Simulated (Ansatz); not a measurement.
# NaCl (Fm-3m):V_Cl, thermodynamic levels from a 54-atom cell

Aim: at which Fermi levels does V_Cl in NaCl (Fm-3m) change its charge? The model is a cell of 54 host atoms with 1 Cl taken out.

Calculated with Ansatz 0.2.0; place-levels on PBEsol runs: charge-transition levels and formation energies with image-charge correction and potential alignment at the atomic sites; PAW set soft_1.

## 1. Set-up

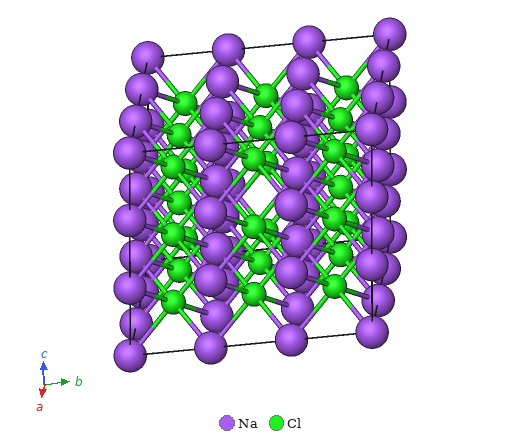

The starting structure, seen slightly off an axis (sodium purple, chlorine green). Bonds to atoms that aren't drawn are left out. Some periodic images of atoms are drawn too.

The cell holds 53 atoms: 27 Na and 26 Cl. Its edges and angles: a = 11.883 Å, b = 11.883 Å, c = 11.883 Å, α = 60.0°, β = 60.0°, γ = 60.0°. It derives from NaCl (space group Fm-3m). Nearest the centre at fractional (0.500, 0.500, 0.500): Na46 at 2.80 Å, Na50 at 2.80 Å, Na34 at 2.80 Å, Na28 at 2.80 Å, Na44 at 2.80 Å, Na32 at 2.80 Å, Cl10 at 3.96 Å, Cl22 at 3.96 Å.

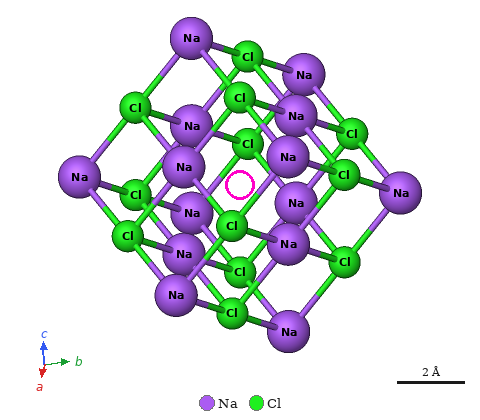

The atoms within 5 Å of the centre. A ring marks the centre wherever it is empty.

Known beforehand: the electronic dielectric constant, 2.56, and the static one, 6.02, from a response run on this crystal (DFPT, PBEsol) at that run's own cell.

The cell's shortest repeat is 11.9 Å.

## 2. The runs of each charge state

A transition level is the Fermi level at which two charge states cost the same, so each charge needs its own total energy, at its own relaxed structure.

Each atom starts 0.05 Å or so off its site in a random direction: a symmetric start keeps its symmetry, and would miss off-centre moves and Jahn–Teller distortions. Forces are taken at one point at (¼, ¼, ¼). The cell holds 1 electron more than the neutral one, with a uniform background that keeps it neutral on the whole.

The sampling was tested on the host first: at the k-points planned (1x1x1 shifted 0.25 0.25 0.25) its energy lies 0.005 eV an atom from the dense-mesh value, under the bound of 0.02 eV set for this test; that bounds the host's error, not the defect's.

One of the inputs; charge, spin and start change from state to state.

Contents of qm1.relax/input.yaml:

```yaml
crystal:
  lattice:
    - [0.0, 8.4028819, 8.4028819]
    - [8.4028819, 0.0, 8.4028819]
    - [8.4028819, 8.4028819, 0.0]
  atoms:
    - { symbol: Na, position: [0.0, 0.0, 0.0] }
    - { symbol: Cl, position: [0.16666667, 0.16666667, 0.16666667] }
[... 6 atom lines left out ...]
    - { symbol: Na, position: [0.0, 0.33333333, 0.33333333] }
    - { symbol: Cl, position: [0.16666667, 0.5, 0.5] }
[... 1 atom line left out ...]
    - { symbol: Cl, position: [0.16666667, 0.5, 0.83333333] }
[... 3 atom lines left out ...]
    - { symbol: Cl, position: [0.16666667, 0.83333333, 0.5] }
[... 4 atom lines left out ...]
    - { symbol: Na, position: [0.33333333, 0.0, 0.33333333] }
    - { symbol: Cl, position: [0.5, 0.16666667, 0.5] }
[... 1 atom line left out ...]
    - { symbol: Cl, position: [0.5, 0.16666667, 0.83333333] }
[... 1 atom line left out ...]
    - { symbol: Cl, position: [0.5, 0.5, 0.16666667] }
[... 1 atom line left out ...]
    - { symbol: Na, position: [0.33333333, 0.33333333, 0.66666667] }
    - { symbol: Cl, position: [0.5, 0.5, 0.83333333] }
[... 1 atom line left out ...]
    - { symbol: Cl, position: [0.5, 0.83333333, 0.16666667] }
    - { symbol: Na, position: [0.33333333, 0.66666667, 0.33333333] }
    - { symbol: Cl, position: [0.5, 0.83333333, 0.5] }
    - { symbol: Na, position: [0.33333333, 0.66666667, 0.66666667] }
[... 4 atom lines left out ...]
    - { symbol: Cl, position: [0.83333333, 0.16666667, 0.5] }
[... 3 atom lines left out ...]
    - { symbol: Cl, position: [0.83333333, 0.5, 0.16666667] }
    - { symbol: Na, position: [0.66666667, 0.33333333, 0.33333333] }
    - { symbol: Cl, position: [0.83333333, 0.5, 0.5] }
    - { symbol: Na, position: [0.66666667, 0.33333333, 0.66666667] }
[... 3 atom lines left out ...]
    - { symbol: Na, position: [0.66666667, 0.66666667, 0.33333333] }
[... 2 atom lines left out ...]
    - { symbol: Cl, position: [0.83333333, 0.83333333, 0.83333333] }
  host:
    repeats: [3, 3, 3]
    atoms:
      - { symbol: Na, position: [0.0, 0.0, 0.0] }
      - { symbol: Cl, position: [0.5, 0.5, 0.5] }
total_charge: -1
basis:
  ecutwfc: 420
  xc_grid: 2
hamiltonian:
  xc: pbesol
  pseudopotentials: { kind: paw, azcp: { folder: soft_1 }, xc_functional: pbe }
kpoints:
  mp_grid: { grid: [1, 1, 1], shift: [0.25, 0.25, 0.25] }
scf:
  occupations: { method: fixed }
  max_iter: 60
output:
  forces: true
  charged_corrections:
    epsilon: 2.56
    static_epsilon: 6.02
    defect_position: [0.5, 0.5, 0.5]
relax:
  f_tol: 0.02
  max_steps: 80
  random_displacement: { amplitude: 0.05, seed: 9847 }
checkpoint:
  write: "../qm1.relax.run"
  compress: false
  write_wavefunctions: true
  write_every: 100000
```

On the command line:

```bash
> ansatz run input.yaml --threads 4 --pin off --max-ram 7536MiB --backend cpu --events-out ev --progress --plain --runs-dir out
```

The relaxed structure is kept and the sampling changed to a 2×2×2 shifted mesh.

The run of this state that the levels use, under PBEsol:

Contents of qm1.point/input.yaml:

```yaml
crystal:
  checkpoint: "../qm1.relax.run"
  host: checkpoint
total_charge: -1
basis:
  ecutwfc: 420
  xc_grid: 2
hamiltonian:
  xc: pbesol
  pseudopotentials: { kind: paw, azcp: { folder: soft_1 }, xc_functional: pbe }
kpoints:
  mp_grid: { grid: [2, 2, 2], shift: [0.5, 0.5, 0.5] }
scf:
  occupations: { method: fermi_dirac, width: 0.01 }
  max_iter: 60
output:
  forces: true
  eigenvalues: true
  charged_corrections:
    epsilon: 2.56
    static_epsilon: 6.02
    defect_position: [0.5, 0.5, 0.5]
  eigenstates: { localisation: true }
  populations: true
  band_densities: [{ bands: [v1, v1] }, { bands: [c1, c1] }]
  write_density: true
  write_potential: true
  volumetric_format: npy
  elf: true
checkpoint:
  read: "../qm1.relax.run"
  write: "../qm1.point.run"
  compress: false
  write_wavefunctions: false
  write_every: 100000
```

Relaxations under PBEsol at one point at (¼, ¼, ¼); times on 4 threads of Intel Xeon Platinum 8259CL at 2.50GHz (Skylake/Cascade Lake), shared host:

| charge | moment (μB) | occupations | outcome | steps | largest displacement against the far atoms (Å) | time |
| --- | --- | --- | --- | --- | --- | --- |
| −1 | 0 | fixed | converged | 4 | 0.18 | 59 s |
| 0 | 1 | fixed | converged | 3 | 0.02 | 86 s |
| +1 | 0 | fixed | converged | 4 | 0.24 | 56 s |

Single points under PBEsol at a 2×2×2 shifted mesh; times on 4 threads of Intel Xeon Platinum 8259CL at 2.50GHz (Skylake/Cascade Lake), shared host:

```
charge  moment (μB)  occupations    outcome     time
    −1            0  fermi-dirac  converged     73 s
     0            1  fermi-dirac  converged  3.4 min
    +1            0  fermi-dirac  converged     90 s
```

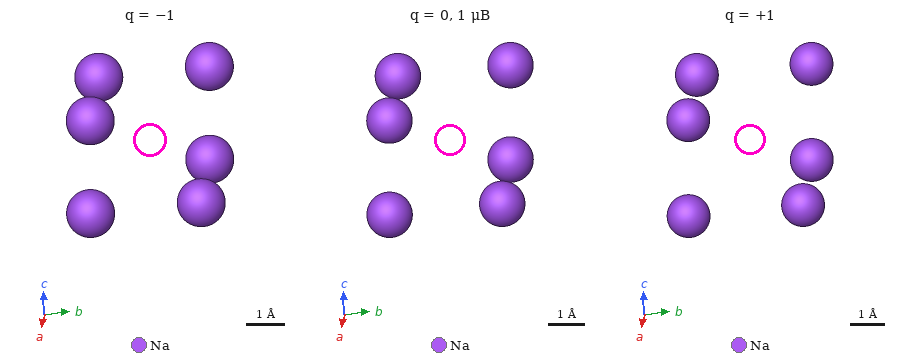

The structures near the centre after relaxation with PBEsol, by charge. A ring marks the centre wherever it is empty. Bonds to atoms that aren't drawn are left out.

Distances (Å) from the ideal centre to the nearest atoms after relaxation with PBEsol:

```
charge  moment (μB)       1.       2.       3.       4.       5.       6.
    −1            0  Na 2.61  Na 2.62  Na 2.63  Na 2.63  Na 2.63  Na 2.63
     0            1  Na 2.81  Na 2.81  Na 2.82  Na 2.82  Na 2.82  Na 2.82
    +1            0  Na 3.03  Na 3.03  Na 3.04  Na 3.04  Na 3.04  Na 3.04
```

## 3. place-levels, PBEsol

A charged cell interacts with its images and the background, and its potential has another zero than the host's. place-levels removes the first by a point-charge model, screened by the static dielectric constant since the ions have relaxed around the charge, and the second by comparing potentials at atoms far from the defect.

The host is a run of the defect-free crystal in the same cutoffs, grids and k-points, so that basis and sampling errors cancel in part in the differences. Its band edges come from a run of the primitive cell that searches the zone for them. Chemical potentials are energies per atom of Cl (Cl2 molecule), run with the same functional and cutoff.

Contents of levels.point.yaml:

```yaml
host:
  run: host.point.run
  levels_from: { run: edges.point.run }
states: [qm1.point.run, q0_M1.point.run, qp1.point.run]
geometry_from:
  qm1.point.run: qm1.relax.run
  q0_M1.point.run: q0_M1.relax.run
  qp1.point.run: qp1.relax.run
chemical_potentials:
  Cl:
    energy: -1060.712045
    dataset: "<sha256 of the dataset>"
epsilon: 2.56
static_epsilon: 6.02
vertical:
  - { from: qm1.point.run, to: qm1.point_neutral.run }
  - { from: qp1.point.run, to: qp1.point_neutral.run }
```

On the command line:

```bash
> ansatz place-levels levels.point.yaml -- --threads 4 --pin off --max-ram 7536MiB
```

Numbers of over 12 decimals in the logs are rounded to 6 here.

The program printed:

```text
[... repeated set-up lines and file paths are left out, and long positions are rounded to six places ...]
(+1/0) 4.083 eV above the valence edge, 0.930 eV under the conduction edge
(0/-1) 5.009 eV above the valence edge, 0.003 eV under the conduction edge
formation energy of charge +1: +0.384 eV with the Fermi level at the valence edge
formation energy of charge 0: +4.467 eV with the Fermi level at the valence edge
formation energy of charge -1: +9.476 eV with the Fermi level at the valence edge
vertical -1 to 0: no energy, since no alignment is typed
  the change from vertical[0].from (qm1.point.run) to vertical[0].to (qm1.point_neutral.run): by its potential at epsilon 2.56 it stands at 0.500 0.499 0.500, with an rms radius of about 2.3 Å (1.3 1.3 1.3 Å across the planes of the cell's vectors); [...]
vertical +1 to 0: no energy, since no alignment is typed
  the change from vertical[1].from (qp1.point.run) to vertical[1].to (qp1.point_neutral.run): by its potential at epsilon 2.56 it stands at 0.500 0.500 0.500, with an rms radius of about 2.0 Å (1.2 1.2 1.2 Å across the planes of the cell's vectors); [...]
  edges by pbesol of host.levels_from (edges.point.run), its mesh sampled to repeats of 35.65 Å (the valence edge +0.020 eV and the conduction edge -0.243 eV from those of the host's own run), gap 5.013 eV; the host is sampled to repeats of 23.77 Å
  the defect's cells are sampled to repeats of 23.77 Å, like sampling
  charge +1: -67527.8165 eV with its correction of +0.150 eV, at epsilon 6.02, aligned at sites: -0.1760 eV, mean over 21 atomic sites at or beyond 5.94 Å from the defect at [0.5000, 0.5000, 0.5000], with +0.000000 for the charge's moments and without [...]
  charge 0: +0.000 eV for its dipole among its images, +0.000 omitted
  charge -1: -67516.4385 eV with its correction of +0.452 eV, at epsilon 6.02, aligned at sites: -0.1260 eV, mean over 21 atomic sites at or beyond 5.94 Å from the defect at [0.5000, 0.5000, 0.5000], with +0.000000 for the charge's moments and without [...]
  of states[2] (qp1.point.run): its alignment with the host at atomic sites is doubtful: the cell is too small to show whether the defect's potential has decayed: take a larger one
  of states[1] (q0_M1.point.run): its alignment with the host at atomic sites is doubtful: the cell is too small to show whether the defect's potential has decayed: take a larger one
  of states[0] (qm1.point.run): its alignment with the host at atomic sites is doubtful: the cell is too small to show whether the defect's potential has decayed: take a larger one
```

It took 0.9 s on 4 threads of Intel Xeon Platinum 8259CL at 2.50GHz (Skylake/Cascade Lake), shared host.

Levels between the charges placed, in eV above the valence top:

```csv
,gap (eV),(+1/0),(0/−1)
PBEsol,5.01,4.08,5.01
```

Corrections by state:

| charge | moment (μB) | image terms and alignment (eV) | band filling (eV) | ε used | over the lowest of its charge, as the program ranks them, band filling apart (eV) |
| --- | --- | --- | --- | --- | --- |
| +1 | 0.0 | 0.150 | - | 6.02 | 0.000 |
| 0 | 1.0 | 0.000 | - | - | 0.000 |
| −1 | 0.0 | 0.452 | - | 6.02 | 0.000 |

The charged structures listed were also run neutral, and place-levels reads from each pair, by the potential or the spins, how wide the charge is by which they differ; that can be the carrier of either run.

```csv
charge,rms radius (Å),spread where it is widest against the cell (Å),wide from (Å),reading
+1,2.0,1.18,1.68,narrow
−1,2.3,1.31,1.68,narrow
```

The neutral runs of these pairs need not share the spin of the lowest neutral state, and very wide values only mean spread over the cell.

From the program's caveats on the states, each cut to its opening words:

- charge +1, 0 (1 μB), −1: its alignment with the host at atomic sites is doubtful: the cell is too small to show whether the defect's potential has decayed: take a larger one

Chemical potentials of the elements' reference phases, run alike. Formation energies (elemental references), with the Fermi level at the valence top and at the conduction bottom (gap 5.01 eV):

| charge | at valence top (eV) | at conduction bottom (eV) | correction included (eV) |
| --- | --- | --- | --- |
| +1 | 0.38 | 5.40 | 0.15 |
| 0 | 4.47 | 4.47 | 0.00 |
| −1 | 9.48 | 4.46 | 0.45 |

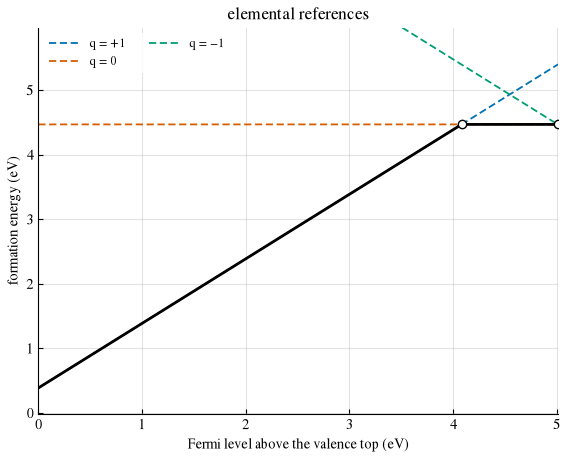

Formation energy against Fermi level; the thick line follows the lowest charge state and circles mark the transition levels.

## 4. The same at the relaxations' own k-points

The relaxations' own energies give the levels at their sampling, for comparison.

Contents of levels.relax_mesh.yaml:

```yaml
host:
  run: host.relax.run
  levels_from: { run: edges.relax.run }
states: [qm1.relax.run, q0_M1.relax.run, qp1.relax.run]
chemical_potentials:
  Cl:
    energy: -1060.712045
    dataset: "<sha256 of the dataset>"
```

On the command line:

```bash
> ansatz place-levels levels.relax_mesh.yaml -- --threads 4 --pin off --max-ram 7536MiB
```

The program printed:

```text
(+1/0) 3.986 eV above the valence edge, 1.026 eV under the conduction edge
(0/-1) 4.819 eV above the valence edge, 0.194 eV under the conduction edge
formation energy of charge +1: +0.356 eV with the Fermi level at the valence edge
formation energy of charge 0: +4.342 eV with the Fermi level at the valence edge
formation energy of charge -1: +9.161 eV with the Fermi level at the valence edge
  edges by pbesol of host.levels_from (edges.relax.run), its mesh sampled to repeats of 35.65 Å (the valence edge +0.009 eV and the conduction edge -0.249 eV from those of the host's own run), gap 5.013 eV; the host is sampled to repeats of 11.88 Å
[... the lines on each state left out ...]
```

The job ended after 0.34 s (4 threads).

Levels between neighbouring charges, in eV above the valence top:

```
                        gap (eV)  (+1/0)  (0/−1)
one point at (¼, ¼, ¼)      5.01    3.99    4.82
  a 2×2×2 shifted mesh      5.01    4.08    5.01
```

Going from one point at (¼, ¼, ¼) to a 2×2×2 shifted mesh moves the levels that carry no band-filling term by up to 0.19 eV and formation energies against the elements by up to 0.32 eV.

## 5. What came out

| Quantity | Value |
| --- | --- |
| gap of the host | 5.01 eV (PBEsol) |
| level (plus 1/0) | 4.08 eV above the valence top |
| level (0/minus 1) | 5.01 eV above the valence top, at the conduction bottom |
| lowest of the charges placed, just above the valence top (0.02 eV) | +1 |
| lowest of the charges placed, just below the conduction bottom (0.02 eV) | 0 |
| lowest formation energy at mid-gap of the charges run, elemental references | 2.89 eV |

In words: Of the charges placed (−1, 0 and +1), the lowest changes at 4.08 eV (+1/0) above the valence top, in a gap of 5.01 eV. (0/−1) lies 0.00 eV from a band edge, less than the doubt on such levels. Charges above +1 were not placed, so these runs say nothing of levels that involve them. States placed: +1 at 0 μB; 0 at 1 μB; −1 at 0 μB. Other spin states or structures, where not listed, weren't placed. Going from one point at (¼, ¼, ¼) to a 2×2×2 shifted mesh moves the levels that carry no band-filling term by up to 0.19 eV and formation energies against the elements by up to 0.32 eV. The program doubts the alignment of potentials for at least one state, a sign that the cell is small. What this leaves open: PBEsol makes the gap too small and tends to spread out bound carriers; where a gas molecule sets a chemical potential or the host's formation energy, its binding is uncorrected.

[Logs are printed without paths, hosts, clocks, repeated set-up lines and the standing remarks that a program may print on its own settings, such as how far it seeks lower states.]

[Hosts, paths, dates, database ids (printed as entryN), source tags and the programs' standing remarks are cut or masked in the printed files.]

[Where a table of states has a column of steps, it counts the stored structures, which are thinned; the runs took as many ionic steps or more.]

[A defect's name tells the site on which it was built; relaxed atoms can leave that site.]

[For some hosts the program warned that the k-mesh of the response run may be too coarse for force constants and the static dielectric constant; such warnings are not shown here.]
